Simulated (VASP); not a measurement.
## What a change does: single-point calculation on MoSi2

System: MoSi2 (P1, 3 atoms in the cell).
Method of run 1: Kohn-Sham DFT of a periodic cell, PBE, VASP PAW PBE potentials, recommended, no spin polarisation (VASP 6.6.1).

The structure derives from an entry of the Crystallography Open Database. 

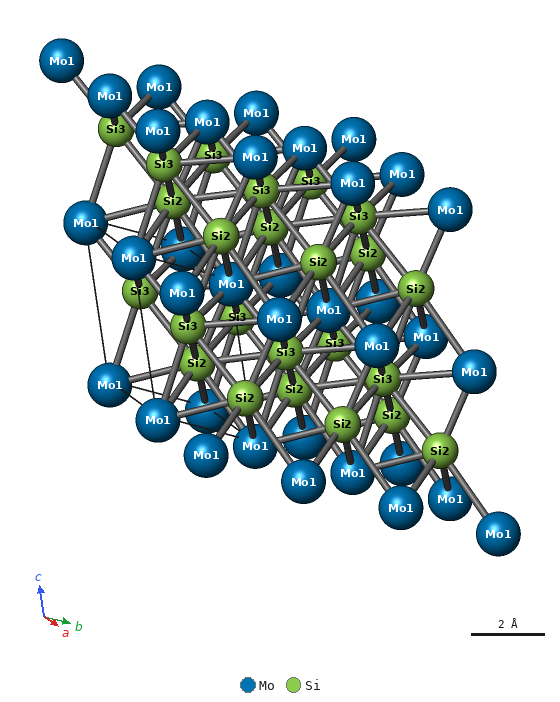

**Figure 1.** The structure (ball-and-stick view of the cell of the calculation, set on other vectors, repeated 2 × 3 × 2, seen slightly off an axis; atoms are numbered from 1 in the order of the input).

**INCAR, run 1**
```
ADDGRID = F ; ALGO = Normal
EDIFF = 1E-8 ; ENCUT = 900
GGA = PE ; ISIF = 2
ISMEAR = 1 ; LASPH = T
LCHARG = F ; LREAL = F
LWAVE = F ; NBANDS = 18
NELM = 100 ; PREC = Accurate
SIGMA = 0.1
```

**KPOINTS, run 1**
```
k-points
0
Gamma
  15 15 15
```

**POSCAR, run 1**
```
Si2Mo
1.0
   -1.6000000000      1.6000000000      3.9305000000
    1.6000000000     -1.6000000000      3.9305000000
    1.6000000000      1.6000000000     -3.9305000000
Mo Si
1 2
Direct
   -0.0128720000      0.0152880000      0.0344780000
    0.6968840000      0.6719970000      0.0123430000
    0.3571860000      0.3365870000      0.0211040000
```

Launched with:
```bash
cat potpaw_PBE.64/Mo_sv/POTCAR potpaw_PBE.64/Si/POTCAR > POTCAR
mpirun -np 1 vasp_std > vasp.out
```

Hardware: 1 thread of Intel Xeon @ 2.90GHz (Ice Lake), 64 GiB of memory available, shared host.

**OSZICAR and lines of OUTCAR (run 1)**
```
N       E                     dE             d eps       ncg     rms          rms(c)
DAV:   1     0.165448129609E+03    0.16545E+03   -0.15409E+04 60768   0.178E+03
DAV:   2    -0.188028049581E+02   -0.18425E+03   -0.18024E+03 69092   0.377E+02
DAV:   3    -0.238220955580E+02   -0.50193E+01   -0.49559E+01 77550   0.520E+01
DAV:   4    -0.238577389796E+02   -0.35643E-01   -0.35575E-01 70698   0.446E+00
DAV:   5    -0.238579737319E+02   -0.23475E-03   -0.23474E-03 72796   0.414E-01    0.219E+01
DAV:   6    -0.230787384269E+02    0.77924E+00   -0.56986E+00 64396   0.156E+01    0.496E+00
DAV:   7    -0.229514508762E+02    0.12729E+00   -0.91945E-01 63498   0.572E+00    0.459E+00
DAV:   8    -0.229156921623E+02    0.35759E-01   -0.10986E-01 66124   0.245E+00    0.542E-01
DAV:   9    -0.229147548999E+02    0.93726E-03   -0.29050E-03 72476   0.447E-01    0.255E-01
DAV:  10    -0.229146758996E+02    0.79000E-04   -0.45702E-04 67658   0.177E-01    0.767E-02
DAV:  11    -0.229146760595E+02   -0.15996E-06   -0.69858E-05 67410   0.652E-02    0.229E-02
DAV:  12    -0.229146753904E+02    0.66913E-06   -0.80475E-06 68216   0.188E-02    0.746E-03
DAV:  13    -0.229146748202E+02    0.57018E-06   -0.19174E-06 66294   0.104E-02    0.946E-04
DAV:  14    -0.229146747768E+02    0.43383E-07   -0.76172E-08 67042   0.213E-03    0.376E-04
DAV:  15    -0.229146747405E+02    0.36333E-07   -0.24509E-09 34812   0.385E-04    0.201E-04
DAV:  16    -0.229146747221E+02    0.18453E-07   -0.36996E-10 33630   0.174E-04    0.269E-05
DAV:  17    -0.229146747217E+02    0.30377E-09   -0.52386E-11 32866   0.687E-05
   1 F= -.22914675E+02 E0= -.22914664E+02  d E =-.312959E-04
[... from OUTCAR:]
  free energy    TOTEN  =       -22.91467472 eV
  energy without entropy =      -22.91464343  energy(sigma->0) =      -22.91466429
 E-fermi :  12.2711     XC(G=0): -12.4133     alpha+bet :-19.6812
  free  energy   TOTEN  =       -22.9146747217 eV
  energy  without entropy=      -22.9146434258  energy(sigma->0) =      -22.91466429
```

The input of run 2 differs as follows (lines with − go, lines with + come):
```diff
-EDIFF = 1E-8 ; ENCUT = 900
+EDIFF = 1E-7 ; ENCUT = 550
-  15 15 15
+  10 10 10
```

What does this change do to the results?

The free energy of run 2 is 0.7 meV per atom higher, which comes mainly from the change of cutoff or grids; a solver setting shouldn't move a converged energy. More plane waves can only lower the energy of a fixed Hamiltonian, so the higher cutoff gives the lower value. The SCF takes 14 iterations against 17. The irreducible k-points go from 1688 to 504. The plane waves at Γ go from 2486.0 to 1203.0. On the same kind of shared host run 2 took about 0.11 times as long.

**OSZICAR and lines of OUTCAR (run 2)**
```
N       E                     dE             d eps       ncg     rms          rms(c)
DAV:   1     0.121328215547E+03    0.12133E+03   -0.11752E+04 18160   0.121E+03
DAV:   2    -0.205213460715E+02   -0.14185E+03   -0.13884E+03 21346   0.306E+02
DAV:   3    -0.238365861766E+02   -0.33152E+01   -0.32804E+01 22814   0.407E+01
DAV:   4    -0.238564279520E+02   -0.19842E-01   -0.19823E-01 21368   0.337E+00
DAV:   5    -0.238565649595E+02   -0.13701E-03   -0.13700E-03 21556   0.302E-01    0.219E+01
DAV:   6    -0.230823140488E+02    0.77425E+00   -0.57560E+00 19228   0.156E+01    0.495E+00
DAV:   7    -0.229499739268E+02    0.13234E+00   -0.94760E-01 18968   0.575E+00    0.462E+00
DAV:   8    -0.229136259894E+02    0.36348E-01   -0.11219E-01 19678   0.246E+00    0.554E-01
DAV:   9    -0.229126689542E+02    0.95704E-03   -0.29245E-03 21730   0.441E-01    0.257E-01
DAV:  10    -0.229125876812E+02    0.81273E-04   -0.45924E-04 20168   0.176E-01    0.767E-02
DAV:  11    -0.229125874377E+02    0.24349E-06   -0.70777E-05 20106   0.652E-02    0.232E-02
DAV:  12    -0.229125867310E+02    0.70666E-06   -0.81418E-06 20378   0.186E-02    0.780E-03
DAV:  13    -0.229125861367E+02    0.59435E-06   -0.20264E-06 19626   0.106E-02    0.972E-04
DAV:  14    -0.229125860932E+02    0.43490E-07   -0.78584E-08 10684   0.214E-03
   1 F= -.22912586E+02 E0= -.22912350E+02  d E =-.708760E-03
[... from OUTCAR:]
  free energy    TOTEN  =       -22.91258609 eV
  energy without entropy =      -22.91187733  energy(sigma->0) =      -22.91234984
 E-fermi :  12.2424     XC(G=0): -12.4133     alpha+bet :-19.6812
  free  energy   TOTEN  =       -22.9125860932 eV
  energy  without entropy=      -22.9118773335  energy(sigma->0) =      -22.91234984
```

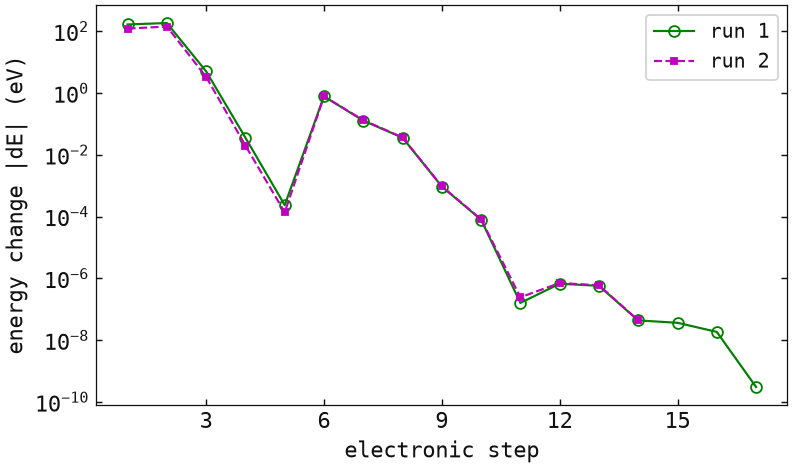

**Figure 2.** Convergence of the two runs: energy change |dE| against the electronic step. Run 1 takes 17 steps in all, and run 2 takes 14.

**The two runs side by side**

```csv
quantity,run 1,run 2
outcome,converged,converged
free energy per atom (eV),−7.6382,−7.6375
gap on the mesh (eV),0.00,0.00
pressure (GPa),6.47,6.44
largest force (eV/Å),2.880,2.873
SCF iterations,17,14
irreducible k-points,1688,504
plane waves at Γ,2486,1203
```

For run 1: The cell is under a pressure of 6.5 GPa at this level, so it is not at its equilibrium volume. For run 2: The settings depart from the standard set-up of this series, which can bear on the numbers.
